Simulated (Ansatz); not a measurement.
Here is a crystal structure:

```cif
data_structure
_symmetry_space_group_name_H-M 'P 1'
_symmetry_Int_Tables_number 1
_cell_length_a 4.7191
_cell_length_b 4.7191
_cell_length_c 4.7191
_cell_angle_alpha 90.000
_cell_angle_beta 90.000
_cell_angle_gamma 90.000
_cell_volume 105.09
loop_
_atom_site_label
_atom_site_type_symbol
_atom_site_fract_x
_atom_site_fract_y
_atom_site_fract_z
_atom_site_occupancy
Ga1 Ga 0.00000 0.00000 0.00000 1
N1 N 0.25000 0.25000 0.25000 1
Ga2 Ga 0.00000 0.50000 0.50000 1
N2 N 0.25000 0.75000 0.75000 1
Ga3 Ga 0.50000 0.00000 0.50000 1
N3 N 0.75000 0.25000 0.75000 1
Ga4 Ga 0.50000 0.50000 0.00000 1
N4 N 0.75000 0.75000 0.25000 1
```

### What would you see if this were drawn?

Its composition is GaN. It belongs to space group F-43m (No. 216) and has a face-centred cubic lattice. It belongs to the family called zinc blende (sphalerite type). Cell content 4 Ga, 4 N; Z = 4. The polyhedra are GaN4 tetrahedra; they share corners. Each Ga atom is coordinated by four N in a tetrahedral arrangement at 2.04 Å. N bonds to four Ga in a tetrahedral arrangement at 2.04 Å. The bonds build a three-dimensional framework.

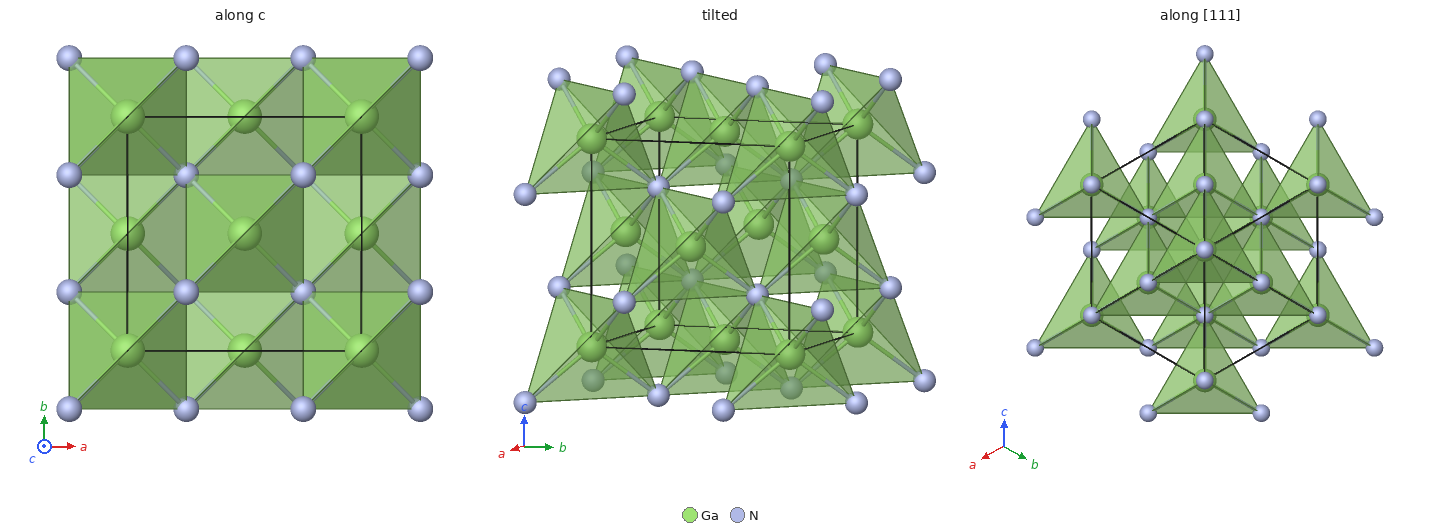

Polyhedral representation of a periodic structure, projected along the c axis, slightly off an axis and along [111]. Lines trace the edges of the conventional unit cell. Some atoms of the next cells are drawn as well.

Origin of the cell: a structure listed in the Materials Project. The cell was then strained or its atoms displaced on purpose. It went into a calculation with Ansatz.

At this level of theory the cell isn't at rest (stretched, at -20 GPa), so its distances can differ from those at equilibrium, the more so the softer the solid.
